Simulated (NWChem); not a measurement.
**C2H4O2 (acetic acid) at 4 levels**

Wanted: a comparison of 4 runs (HF/STO-3G, HF/3-21G, B3LYP/6-31G*) of C2H4O2 (acetic acid). 

The results are computed with NWChem 7.3.0.

## 1. Starting point

C2H4O2: 8 atoms, total charge 0, spin state singlet. As SMILES, `CC(=O)O`. The shape is that of a PBE0-D4/def2-TZVP optimisation. This is one conformer, not always the lowest.

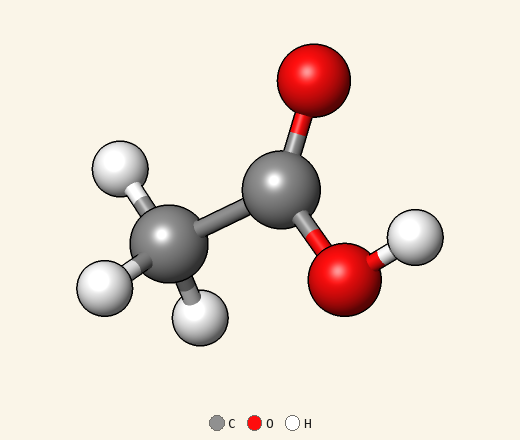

Viewed from a chosen angle; carbon grey, oxygen red, hydrogen white.

## 2. Energy and gradient at HF/STO-3G (run 1)

File sp.xyz:

```xyz
8
C2H4O2
C     -0.014500     0.930100    -0.238800
C      0.292500    -0.474400     0.172400
O      1.373300    -0.900900     0.472400
O     -0.812400    -1.243900     0.171800
H     -0.453400     0.934500    -1.238300
H     -0.751800     1.361000     0.441100
H      0.897000     1.521400    -0.227000
H     -0.530700    -2.127900     0.446200
```

File run.py:

```python
from ase.io import read
from ase.calculators.nwchem import NWChem

molecule = read('sp.xyz')

calc = NWChem(
    label='sp',
    theory='scf',
    memory='2200 mb',
    basis='STO-3G',
    basispar='spherical bse',
    scf={'nopen': '0', 'rhf': None, 'thresh': '1e-08', 'maxiter': '80'},
)
molecule.calc = calc

forces = molecule.get_forces()
print(f"energy = {molecule.get_potential_energy():.6f} eV")
print("forces (eV/A):")
for s, f in zip(molecule.symbols, forces):
    print(f"{s:2s} {f[0]:10.5f} {f[1]:10.5f} {f[2]:10.5f}")
print("dipole (e A):", molecule.get_dipole_moment().round(4))
```

The run is started by

```sh
$ export ASE_NWCHEM_COMMAND="nwchem PREFIX.nwi > PREFIX.nwo"
$ python run.py
```

What it wrote:

```text
energy = -6117.267327 eV
forces (eV/A):
C    -0.72001    1.61038   -0.53839
C     0.54806    0.59398   -0.05394
O     1.98767   -0.86554    0.57258
O    -2.55681   -0.21494   -0.39883
H     0.19854    0.06721    0.16841
H     0.24580   -0.00175   -0.10428
H    -0.15355    0.03512   -0.03630
H     0.45025   -1.22441    0.39081
dipole (e A): [-0.1699  0.0405 -0.0405]
```

The calculator wrote sp.nwi:

```
title "sp"

permanent_dir sp

scratch_dir sp

start sp

geometry units angstrom nocenter noautosym noautoz
  C  -1.4500000000000001e-02 9.3010000000000004e-01 -2.3880000000000001e-01
  C  2.9249999999999998e-01 -4.7439999999999999e-01 1.7240000000000000e-01
  O  1.3733000000000000e+00 -9.0090000000000003e-01 4.7239999999999999e-01
  O  -8.1240000000000001e-01 -1.2439000000000000e+00 1.7180000000000001e-01
  H  -4.5340000000000003e-01 9.3450000000000000e-01 -1.2383000000000000e+00
  H  -7.5180000000000002e-01 1.3610000000000000e+00 4.4109999999999999e-01
  H  8.9700000000000002e-01 1.5214000000000001e+00 -2.2700000000000001e-01
  H  -5.3069999999999995e-01 -2.1278999999999999e+00 4.4619999999999999e-01
end

memory 2200 mb

basis spherical bse noprint
   * library STO-3G
end

scf
  nopen 0
  rhf
  thresh 1e-08
  maxiter 80
end

task scf gradient
```

sp.nwo, shortened:

```text
[...]
      One-electron energy =   -550.677044210564
[... 1 line left out ...]
 Nuclear repulsion energy =    121.695265436982
[... 32 lines left out ...]
                       ROHF Final Molecular Orbital Analysis
[... 188 lines left out ...]
     1   1 0 0     -0.321138      0.000000     10.046350
[...]
  wavefunction    =   RHF
                         RHF ENERGY GRADIENTS
    atom               coordinates                        gradient
                 x          y          z           x          y          z
   1 C      -0.027401   1.757634  -0.451267    0.014002  -0.031317   0.010470
   2 C       0.552745  -0.896486   0.325789   -0.010658  -0.011551   0.001049
   3 O       2.595161  -1.702454   0.892707   -0.038654   0.016832  -0.011135
[... 4 lines of this table left out ...]
   8 H      -1.002878  -4.021148   0.843196   -0.008756   0.023811  -0.007600
[...]
```

Wall time 3 s (1 thread of Intel Xeon Platinum 8259CL at 2.50GHz (Skylake/Cascade Lake), shared host); peak memory 0.1 GiB.

## 3. Energy and gradient at HF/3-21G (run 2)

File struct.xyz:

```xyz
8
C2H4O2 gradient
C     -0.014500     0.930100    -0.238800
C      0.292500    -0.474400     0.172400
O      1.373300    -0.900900     0.472400
O     -0.812400    -1.243900     0.171800
H     -0.453400     0.934500    -1.238300
H     -0.751800     1.361000     0.441100
H      0.897000     1.521400    -0.227000
H     -0.530700    -2.127900     0.446200
```

File run.py:

```python
from ase.io import read
from ase.calculators.nwchem import NWChem

mol = read('struct.xyz')

calc = NWChem(
    label='struct',
    theory='scf',
    memory='2200 mb',
    basis='3-21G',
    basispar='spherical bse',
    scf={'nopen': '0', 'rhf': None, 'thresh': '1e-08', 'maxiter': '80'},
)
mol.calc = calc

forces = mol.get_forces()
print("Total energy (eV):", round(mol.get_potential_energy(), 6))
print("forces (eV/A):")
for s, f in zip(mol.symbols, forces):
    print(f"{s:2s} {f[0]:10.5f} {f[1]:10.5f} {f[2]:10.5f}")
print("dipole (e A):", mol.get_dipole_moment().round(4))
```

The run is started by

```sh
$ export ASE_NWCHEM_COMMAND="nwchem PREFIX.nwi > PREFIX.nwo"
$ python run.py
```

What it wrote:

```text
Total energy (eV): -6164.272309
forces (eV/A):
C    -0.17591    0.41420   -0.13730
C     0.25855    1.09730   -0.23325
O     0.19556   -0.30858    0.11323
O     0.13750   -0.44382    0.13714
H     0.13735   -0.02448    0.27963
H     0.21700   -0.13941   -0.17381
H    -0.27701   -0.18594   -0.00211
H    -0.49309   -0.40922    0.01651
dipole (e A): [-0.2952  0.1139 -0.0813]
```

The calculator wrote struct.nwi:

```
title "struct"

permanent_dir struct

scratch_dir struct

start struct

geometry units angstrom nocenter noautosym noautoz
  C  -1.4500000000000001e-02 9.3010000000000004e-01 -2.3880000000000001e-01
  C  2.9249999999999998e-01 -4.7439999999999999e-01 1.7240000000000000e-01
  O  1.3733000000000000e+00 -9.0090000000000003e-01 4.7239999999999999e-01
  O  -8.1240000000000001e-01 -1.2439000000000000e+00 1.7180000000000001e-01
  H  -4.5340000000000003e-01 9.3450000000000000e-01 -1.2383000000000000e+00
  H  -7.5180000000000002e-01 1.3610000000000000e+00 4.4109999999999999e-01
  H  8.9700000000000002e-01 1.5214000000000001e+00 -2.2700000000000001e-01
  H  -5.3069999999999995e-01 -2.1278999999999999e+00 4.4619999999999999e-01
end

memory 2200 mb

basis spherical bse noprint
   * library 3-21G
end

scf
  nopen 0
  rhf
  thresh 1e-08
  maxiter 80
end

task scf gradient
```

struct.nwo, shortened:

```text
[...]
      One-electron energy =   -550.850311051865
[... 1 line left out ...]
 Nuclear repulsion energy =    121.695265436982
[... 34 lines left out ...]
                       ROHF Final Molecular Orbital Analysis
[... 205 lines left out ...]
     1   1 0 0     -0.557917      0.000000     10.046350
[...]
  wavefunction    =   RHF
                         RHF ENERGY GRADIENTS
    atom               coordinates                        gradient
                 x          y          z           x          y          z
   1 C      -0.027401   1.757634  -0.451267    0.003421  -0.008055   0.002670
   2 C       0.552745  -0.896486   0.325789   -0.005028  -0.021339   0.004536
   3 O       2.595161  -1.702454   0.892707   -0.003803   0.006001  -0.002202
[... 4 lines of this table left out ...]
   8 H      -1.002878  -4.021148   0.843196    0.009589   0.007958  -0.000321
[...]
```

It took 3 s on 1 thread of Intel Xeon Platinum 8259CL at 2.50GHz (Skylake/Cascade Lake), shared host; peak memory 0.1 GiB.

Run 3 isn't shown in full; the table further down has it.

## 4. Energy and gradient at B3LYP/6-31G(d) (spherical functions) (run 4)

File run.xyz:

```xyz
8
C2H4O2 B3LYP
C     -0.014500     0.930100    -0.238800
C      0.292500    -0.474400     0.172400
O      1.373300    -0.900900     0.472400
O     -0.812400    -1.243900     0.171800
H     -0.453400     0.934500    -1.238300
H     -0.751800     1.361000     0.441100
H      0.897000     1.521400    -0.227000
H     -0.530700    -2.127900     0.446200
```

File run.nw:

```
start run
title "C2H4O2 B3LYP"
memory total 2200 mb
charge 0

geometry noautosym nocenter noautoz
 load format xyz run.xyz
end

basis spherical bse
 * library 6-31G*
end

dft
 xc b3lyp
 grid xfine
 convergence energy 1e-08
 maxiter 100
 mulliken
end

task dft gradient
```

The run is started by

```sh
$ nwchem run.nw > run.out
```

What it wrote:

```text
[...]
          Wavefunction type:  closed shell.
          No. of atoms     :     8
          No. of electrons :    32
[...]
          Charge           :     0
          Spin multiplicity:     1
[...]
          AO basis - number of functions:    64
[...]
              XC Information
              --------------
                         B3LYP Method XC Potential
                     Hartree-Fock (Exact) Exchange  0.200
                        Slater Exchange Functional  0.800 local
                    Becke 1988 Exchange Functional  0.720 non-local
              Lee-Yang-Parr Correlation Functional  0.810
                  VWN I RPA Correlation Functional  0.190 local
[...]
 d= 0,ls=0.0,diis     1   -228.9475167081 -3.51D+02  2.53D-02  1.13D+00     3.6
[...]
 d= 0,ls=0.0,diis    11   -229.0770800642 -4.04D-10  2.32D-07  4.88D-10    33.0
         Total DFT energy =     -229.077080064178
      One electron energy =     -553.264970359196
           Coulomb energy =      232.064930834267
    Exchange-Corr. energy =      -29.572305976231
 Nuclear repulsion energy =      121.695265436982
[...]
      Total Density - Mulliken Population Analysis
     ---------------------------------------------
    Atom       Charge   Shell Charges
 -----------   ------   -------------------------------------------------------
    1 C    6     6.52   2.00  0.67  2.17  0.64  1.02  0.03
    2 C    6     5.47   2.00  0.70  1.93  0.26  0.45  0.13
    3 O    8     8.41   2.00  0.92  2.88  0.92  1.66  0.03
    4 O    8     8.56   2.00  0.91  2.94  0.95  1.74  0.03
    5 H    1     0.81   0.52  0.29
    6 H    1     0.81   0.52  0.29
    7 H    1     0.81   0.52  0.29
    8 H    1     0.59   0.47  0.12
[...]
  wavefunction    = closed shell
                         DFT ENERGY GRADIENTS
    atom               coordinates                        gradient
                 x          y          z           x          y          z
   1 C      -0.027401   1.757634  -0.451267    0.002027  -0.004046   0.001406
   2 C       0.552745  -0.896486   0.325789    0.006260  -0.004650   0.002300
   3 O       2.595161  -1.702454   0.892707   -0.018597   0.007164  -0.005121
   4 O      -1.535213  -2.350630   0.324655    0.012160  -0.001278   0.002480
   5 H      -0.856802   1.765949  -2.340048    0.000919  -0.000860   0.002257
   6 H      -1.420696   2.571917   0.833558    0.001548  -0.001739  -0.001182
   7 H       1.695084   2.875029  -0.428968   -0.001790  -0.001565   0.000081
   8 H      -1.002878  -4.021148   0.843196   -0.002529   0.006973  -0.002220
[...]
```

Run time: 40 s. Hardware: 1 thread of Intel Xeon Platinum 8259CL at 2.50GHz (Skylake/Cascade Lake), shared host; peak memory 0.14 GiB.

## 5. Overview of the runs

```csv
run,level,Cartesian functions,iteration cap,energy (Eh),dipole moment (D),HOMO energy (eV),LUMO energy (eV),wall time
1,HF/STO-3G,no,80,-224.805430,0.86,-9.37,8.59,3 s
2,HF/3-21G,no,80,-226.532831,1.57,-12.06,5.09,3 s
3,B3LYP/6-31G* (Cartesian functions),yes,100,-229.081266,–,–,–,44 s
4,B3LYP/6-31G* (spherical functions),no,100,-229.077080,1.58,-7.45,0.41,40 s
```

## 6. Results

| quantity | value |
| --- | --- |
| run 4: total energy | -229.07708 Eh |
| run 4: dipole moment | 1.58 D |
| run 4: HOMO energy | -7.45 eV |
| run 4: LUMO energy | 0.41 eV |
| run 4: HOMO–LUMO gap | 7.86 eV |
| run 4: largest force on an atom | 1.058 eV/Å |

What this shows: Over runs 1, 2, 4 the dipole moment (its size) runs from 0.86 D (HF/STO-3G) to 1.58 D (B3LYP/6-31G*). The two ends differ in method and basis. Over runs 1, 2, 4 the HOMO–LUMO gap runs from 7.86 eV (B3LYP/6-31G*) to 17.96 eV (HF/STO-3G). In run 1 the basis is minimal, so the values are rough. All runs together took 90 s, the longest 44 s.
